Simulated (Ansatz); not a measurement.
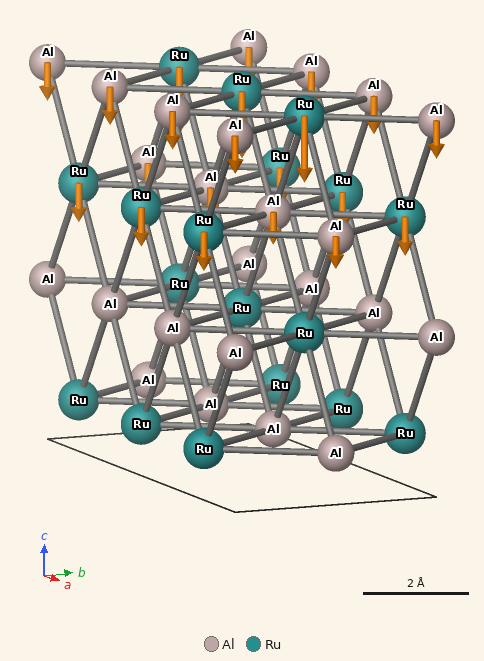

A constrained relaxation of a slab of composition AlRu (cut from the Pm-3m phase). The starting structure is drawn; orange arrows show the displacements, 30 times their true length.

A ball-and-stick model of the 3 × 1 repeat of the cell, outlined in the plane, without the vacuum, seen slightly off an axis.

Case: clean slab, lower half held. The slab is the (1 1 0) face of AlRu. 4 atoms are held fixed.

Method: DFT PBEsol, scalar-relativistic, plane waves, PAW in Ansatz 0.2.0. Settings: plane-wave cutoff 420 eV; k-point mesh 10 × 7 × 1; occupations gaussian; smearing width 0.1 eV; no spin polarisation; dipole correction; atoms relaxed in a fixed cell; force threshold 0.03 eV/Å; at most 70 steps.

> Atoms of which element are displaced furthest, and by how much?

Ruthenium: up to 0.043 Å, against 0.025 Å for aluminium.

> What happened in the run?

The atom that moves furthest is a Ru atom (0.043 Å along the normal (−c)). Largest moves by element: Ru 0.043 Å, Al 0.025 Å. The cell stays as it was. Some distances before and after: Al–Ru 2.578 → 2.560 Å. Over 1 accepted move (2 points after the start) the energy falls by 5.0 meV per cell of the calculation. The largest force component goes from 0.17 to 0.03 eV/Å. 1 step only repeated the SCF at the same geometry.
